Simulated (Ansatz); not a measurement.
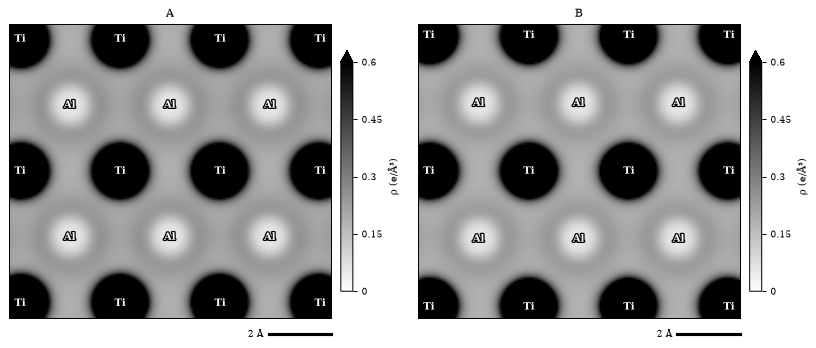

TiAl. The valence pseudo-density of two cells that differ in size and shape, on the (101̄) plane of each (indices in the axes of the calculation cell), at one length scale and on one colour scale: B has 15.2 Å³ an atom and A 14.4.

These are results of Ansatz, DFT LDA, scalar-relativistic, plane waves, PAW, not measurements.

The density is the valence pseudo-density of a PAW calculation; it isn't the true density close to the nuclei.

Q: What does the compression do to the bonding and the properties?

A: From the larger cell to the smaller, Ti–Al goes from 2.71 to 2.66 Å, and the density at its midpoint from 0.21 to 0.23 e/Å³; the pressure goes from 0.2 to 9 GPa.

PAW datasets: the set soft_1.
